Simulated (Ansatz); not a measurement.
# C: geometry relaxation (part 2 of 2)

C (R-3m, 2 atoms in the cell); DFT PBE+D3(BJ), scalar-relativistic, plane waves, PAW, no spin polarisation (Ansatz 0.2.0); cutoff 420 eV, 12×12×12 k-mesh, Gaussian smearing of 0.02 eV. The structure derives from an entry of the Crystallography Open Database.

Geometry of the input (Å; fractional positions):
```
1.2324  0.7116  3.3369
-1.2324  0.7116  3.3369
0.0000  -1.4231  3.3369
C  0.8334  0.8334  0.8334
C  0.1666  0.1666  0.1666
```

**Log, continued**
```
relax step   4: F+E_penalty+E_count = -502.16932744 eV  Δ(F+E_penalty+E_count) = +7.826e-5 eV  max|allowed force component| = 5.736e-4 eV/Å  Δτ_max = 0.0001 Å  P = +0.004 GPa  Ω = 17.621 Å³  energy of the carried Pulay correction = -8.224e-5 eV  (6 SCF iters, accepted)
iter 1 solved again at ethr=1.73e-7 eV; its pass at ethr=3.10e-3 eV (dr2=1.38e-5 eV) is discarded
SCF iter   1: F=—  HF=-502.169403 eV  |F-HF|=—  |Δ(HF+E_count)|=         —  Δρ=9.21e-6  dr2=3.02e-9  ethr=1.73e-7  ⟨swp⟩=2.5  Hψ=14281  notcnv=0
eigensolver tolerance schedule: the retry pair's looser diagonalisation over-reported the residual by 4575.80 of it (diagonalisation noise at 0.34 of the residual, at the tolerance the schedule requests for it); recorded, not acted on — ethr = c·dr2/N_el stays at c = 1.0e-1
preconditioner: auto → none  [insulator: Δε(μ)=0.662 eV  Ē_g=18.417 eV  σ=0.020 eV  W_gap=1.00  n_scr=2 (ndim 8)  ℏωp=25.0 eV  f_vac=0.000  D(μ)=0.00/eV (n_scr^D=0)  ε∞_Penn≈2.8]
SCF iter   2: F=—  HF=-502.169409 eV  |F-HF|=—  |Δ(HF+E_count)|=   5.90e-6  Δρ=4.37e-6  dr2=4.62e-10  ethr=3.78e-11  ⟨swp⟩=3.1  Hψ=2685  notcnv=0
SCF iter   3: F=—  HF=-502.169409 eV  |F-HF|=—  |Δ(HF+E_count)|=   1.77e-9  Δρ=1.82e-6  dr2=7.56e-11  ethr=5.77e-12  ⟨swp⟩=2.7  Hψ=2046  notcnv=0
iter 4 did not close the SCF: its close was put off for the readings that it lacked (scf_convergence_deferred on its scf_iter line)
SCF iter   4: F=-502.169409 eV  HF=-502.169409 eV  |F-HF|=5.68e-14  |Δ(HF+E_count)|=  3.94e-10  Δρ=4.05e-8  dr2=2.10e-13  ethr=1.00e-12  ⟨swp⟩=2.1  Hψ=2239  notcnv=0
iter 5 did not close the SCF: its close was put off for the readings that it lacked (scf_convergence_deferred on its scf_iter line)
SCF iter   5: F=-502.169409 eV  HF=-502.169409 eV  |F-HF|=5.68e-14  |Δ(HF+E_count)|=  2.84e-13  Δρ=7.66e-9  dr2=1.46e-14  ethr=1.00e-12  ⟨swp⟩=1.0  Hψ=1512  notcnv=0
iter 6 did not close the SCF: its close was put off for the readings that it lacked (scf_convergence_deferred on its scf_iter line)
SCF iter   6: F=-502.169409 eV  HF=-502.169409 eV  |F-HF|=1.71e-13  |Δ(HF+E_count)|=  5.68e-14  Δρ=2.75e-9  dr2=1.72e-15  ethr=1.00e-12  ⟨swp⟩=1.0  Hψ=1512  notcnv=0
iter 7 did not close the SCF: its close was put off for the readings that it lacked (scf_convergence_deferred on its scf_iter line)
SCF iter   7: F=-502.169409 eV  HF=-502.169409 eV  |F-HF|=2.84e-13  |Δ(HF+E_count)|=  1.71e-13  Δρ=1.13e-9  dr2=2.04e-16  ethr=1.00e-12  ⟨swp⟩=1.0  Hψ=1512  notcnv=0
SCF iter   8: F=-502.169409 eV  HF=-502.169409 eV  |F-HF|=5.68e-14  |Δ(HF+E_count)|=  2.27e-13  Δρ=1.91e-10  dr2=7.33e-18  ethr=1.00e-12  ⟨swp⟩=2.1  Hψ=4317  notcnv=0
SCF 5 converged in 8 iterations: F = -502.169409 eV  dr2 = 7.33e-18
relax step   5: F+E_penalty+E_count = -502.16940903 eV  Δ(F+E_penalty+E_count) = -8.159e-5 eV  max|allowed force component| = 5.321e-4 eV/Å  Δτ_max = 0.0000 Å  P = +0.008 GPa  Ω = 17.621 Å³  stress off target by 1.53e-2 GPa  SCF on the basis re-selected at this cell (its energy is not comparable with the rows above)  (8 SCF iters)
```

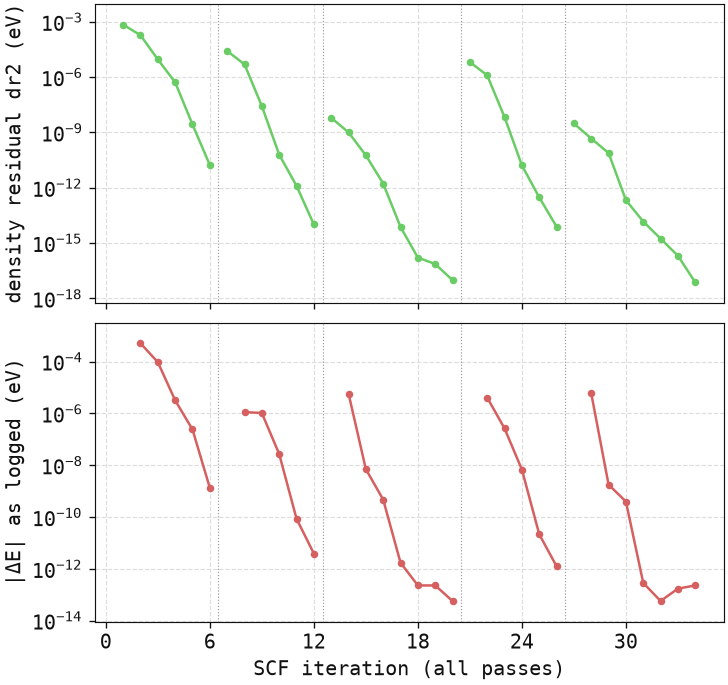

Fig. 1: Convergence of the self-consistent field: density residual dr2 and size of the energy change against the SCF iteration. The dotted lines part the SCF passes of the relaxation: geometry steps, rejected trials and re-solves on a re-selected basis. The 5 passes take 6 to 8 iterations each, 34 in all.

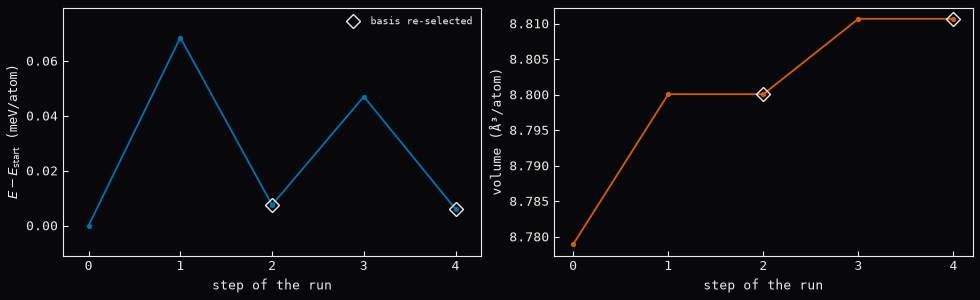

Fig. 2: Progress of the relaxation, step by step (the first geometry is step 0 here and step 1 in the log). Over 2 geometry steps the energy rises by next to nothing (0.0 meV per atom). The largest force component goes from 0.0015 to 0.00053 eV/Å. The pressure goes from 0.10 to 0.01 GPa. The basis was re-selected once at an unchanged geometry, which shifts the energy a little without any move. No atom moves by more than 0.005 Å relative to the cell. The energy change given includes the shifts at the re-selections in mid-walk, which come without any move. A last SCF at the same geometry on a re-selected plane-wave basis shifts the energy by next to nothing (0.0 meV per atom).

```
basis re-selected at this cell: Δ(F+E_penalty+E_count) = -8.159e-5 eV, ΔP = +0.004 GPa vs the last step (what re-selecting the basis moved, of the pressure what is left beyond the Pulay correction that the steps carried, after the strain that the cell walked since its last selection, with what the two solves' SCF thresholds leave and, on support functions, any second-order correction that the steps lacked; it is no measure of the basis error at this ecutwfc). This SCF's stress stands 1.53e-2 GPa from its target on what of the cell is left free (relax.cell.stress_tol is 5.00e-2 GPa) and its largest allowed force component is 5.32e-4 eV/Å (relax.f_tol is 5.00e-3 eV/Å): within both
SCF converged after 8 iterations
Free energy (F): -502.169409 eV
Harris-Foulkes:  -502.169409 eV  (|F-HF|=5.68e-14)
Internal energy: -502.169409 eV  (E = F + TS)
E sigma→0 (E₀):  -502.169409 eV
Fermi energy:    7.005662 eV
--- Per-component energies (eV) ---
  E_band       = -16.989150
  E_kinetic    = 181.892427
  E_local      = -304.463710  (includes V_loc(G=0)·N_el)
  E_nonlocal   = 54.610628
  E_hartree    = 91.750564
  E_xc         = -96.041356
  E_vxc        = -118.920624  (∫ρ·V_xc dr)
  E_paw        = -198.689678  (= ΣΔE_a)
  E_vpaw       = -13.609014  (= ΣTr[D̂ρ^β])
  E_aug_tail   = 0.000014  (compensation charges beyond the density's cutoff)
  E_ewald      = -230.914854
  E_disp       = -0.313445  (pairwise vdW)
  E_smearing   = -0.000000  (= −TS)
  E_closure    = -0.000000  (closes the sum)
  Σ components = -502.169409   (vs F -502.169409, Δ=0.00e0)
--- Forces (eV/Å), atoms counted from 1 ---
  atom   1  C     -0.00000000     0.00000000     0.00053206
  atom   2  C      0.00000000    -0.00000000    -0.00053206
  max |Σ_I F_I| component: 1.08e-19 eV/Å
--- Stress (GPa, compression-positive) ---
        0.004564       0.000000      -0.000000
        0.000000       0.004564       0.000000
       -0.000000       0.000000       0.015342
  P = ⅓ Tr σ = 0.0082 GPa (0.082 kbar)
--- Band table (eV; the first three rows and the last of 189) ---
  k-point 0: bands = ["-12.6529", "0.4621", "3.9995", "3.9995", "11.3066", "15.3925", "15.3925", "18.3400"]
  k-point 1: bands = ["-12.4852", "0.6320", "3.3482", "3.6627", "11.5446", "15.4750", "16.0858", "17.7660"]
  k-point 2: bands = ["-11.9842", "1.1368", "1.7066", "2.8730", "12.2546", "15.4522", "16.2603", "17.9200"]
  k-point 188: bands = ["-12.3482", "-1.5233", "3.9816", "3.9816", "15.3424", "15.3424", "17.6085", "18.5591"]
--- Relaxed structure (3 steps of the walk, 3 accepted, 2 SCFs on fresh bases) ---
  F+E_penalty+E_count = -502.16940903 eV   max|allowed force component| = 5.321e-4 eV/Å   (the final SCF, on the basis selected at the relaxed cell)
  cell:  # Å, volume = 17.6213 Å³
    - [1.23252475252739, 0.7115984976545652, 3.3485512384987133]
    - [-1.23252475252739, 0.7115984976545652, 3.3485512384987133]
    - [6.8829614738759e-33, -1.4231969953091308, 3.3485512384987133]
  atoms:
    - { symbol: C, position: [0.8334134690905236, 0.8334134690905236, 0.8334134690905234] }
    - { symbol: C, position: [0.1665865309094764, 0.1665865309094764, 0.16658653090947637] }
```

**Trajectory as extended XYZ (Å, eV, eV/Å), 5 frames, from step=1 to step=5**
```
2
Lattice="1.2324 0.7116 3.3369 -1.2324 0.7116 3.3369 0.0000 -1.4231 3.3369" Properties=species:S:1:pos:R:3:forces:R:3 step=1 energy=-502.16942 pressure_GPa=0.10
C     0.0000    0.0000    8.3430    0.0000   0.0000   0.0015
C     0.0000    0.0000    1.6676    0.0000   0.0000  -0.0015
2
Lattice="1.2325 0.7116 3.3447 -1.2325 0.7116 3.3447 0.0000 -1.4232 3.3447" Properties=species:S:1:pos:R:3:forces:R:3 step=2 energy=-502.16928 pressure_GPa=0.02
C     0.0000    0.0000    8.3625    0.0000   0.0000  -0.0009
C     0.0000    0.0000    1.6715    0.0000   0.0000   0.0009
2
Lattice="1.2325 0.7116 3.3447 -1.2325 0.7116 3.3447 0.0000 -1.4232 3.3447" Properties=species:S:1:pos:R:3:forces:R:3 step=3 energy=-502.16941 pressure_GPa=0.04
C     0.0000    0.0000    8.3625    0.0000   0.0000  -0.0009
C     0.0000    0.0000    1.6715    0.0000   0.0000   0.0009
2
Lattice="1.2325 0.7116 3.3486 -1.2325 0.7116 3.3486 0.0000 -1.4232 3.3486" Properties=species:S:1:pos:R:3:forces:R:3 step=4 energy=-502.16933 pressure_GPa=0.00
C     0.0000    0.0000    8.3722    0.0000   0.0000   0.0006
C     0.0000    0.0000    1.6735    0.0000   0.0000  -0.0006
2
Lattice="1.2325 0.7116 3.3486 -1.2325 0.7116 3.3486 0.0000 -1.4232 3.3486" Properties=species:S:1:pos:R:3:forces:R:3 step=5 energy=-502.16941 pressure_GPa=0.01
C     0.0000    0.0000    8.3722    0.0000   0.0000   0.0005
C     0.0000    0.0000    1.6735    0.0000   0.0000  -0.0005
```

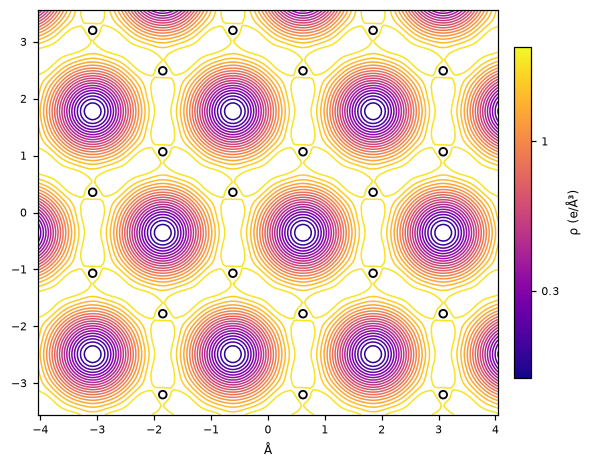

Fig. 3: Valence pseudo-density on the (001) plane of the conventional cell. Circles mark the nuclei in the plane (C). The plane passes through C nuclei. C–C (1.42 Å): ρ is about 2 e/Å³ halfway. Away from the nuclei the density in this plane falls to 0.15 e/Å³ at its lowest. The fields are those of the smooth PAW valence density.

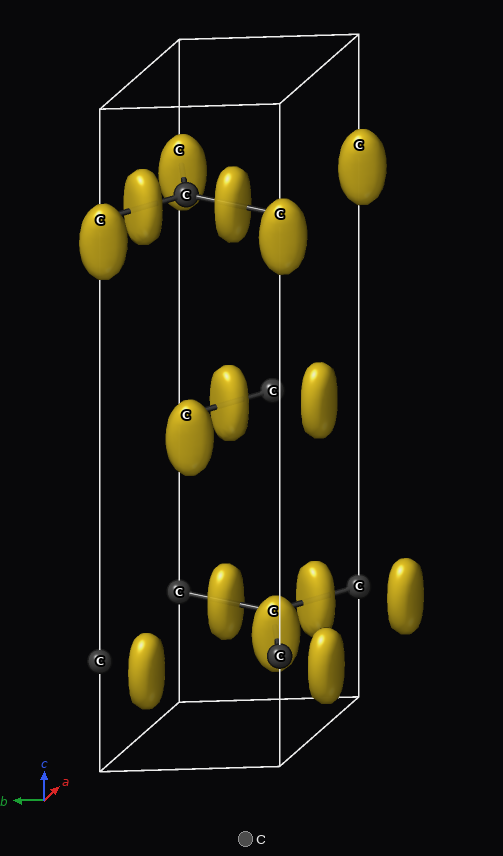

Fig. 4: Isosurface of the electron localisation function at 0.85 (yellow), seen at an oblique angle. Core shells and regions of very low density are left out. Sticks mark near contacts. The outline is the cell set on symmetry axes. Along the contacts the grid gives the following.
